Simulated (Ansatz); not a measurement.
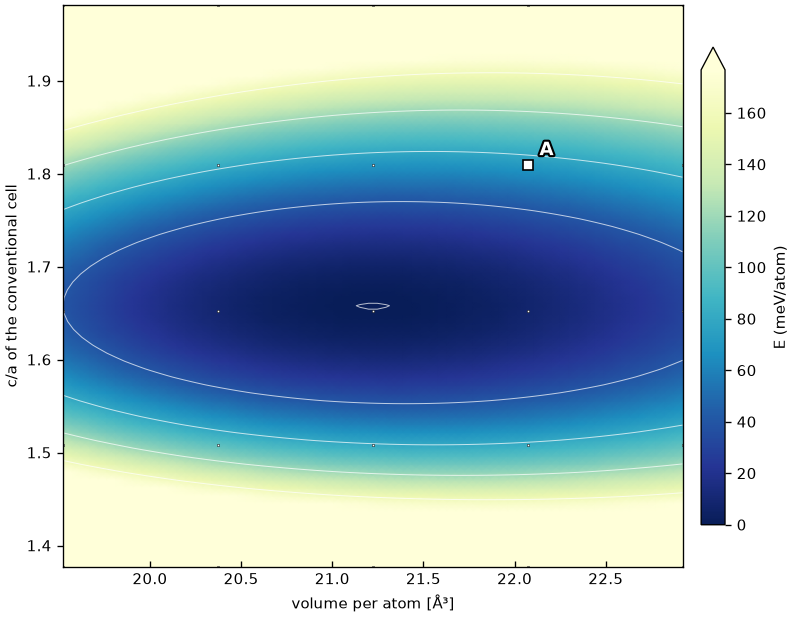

SiGe (P6_3mc, No. 186; 4 atoms in the cell). 
- The energy is mapped over volume and the cell's shape.
- First axis: volume per atom. Second axis: c/a of the conventional cell.
- Nothing is relaxed (fractional coordinates fixed).
- The scan uses a 5 × 5 grid.
- Points are written as (first, second).
- Energies: meV/atom, counted from the lowest grid point.
- The band gap closes in part of the range.
- The calculation used DFT PBEsol, scalar-relativistic, plane waves, PAW (Ansatz). Settings: cutoff 420 eV, k-mesh 12×12×6 in the order of the run's cell vectors, gaussian smearing 0.03 eV, no spin polarisation.

Drawn: a smooth colour map with a few white contour lines, dots at the grid points, one colour for all values above the top of the scale, the point A. Between grid points the surface is interpolated.

Is A at rest? If not, where is it pushed?

Answer. A, at (22.07 Å³, 1.809), is not a stationary point. The computed force is 12 meV/atom for each Å³ towards smaller values of volume per atom and 740 meV/atom for each unit towards smaller values of c/a of the conventional cell.

PAW datasets: the set soft_1.
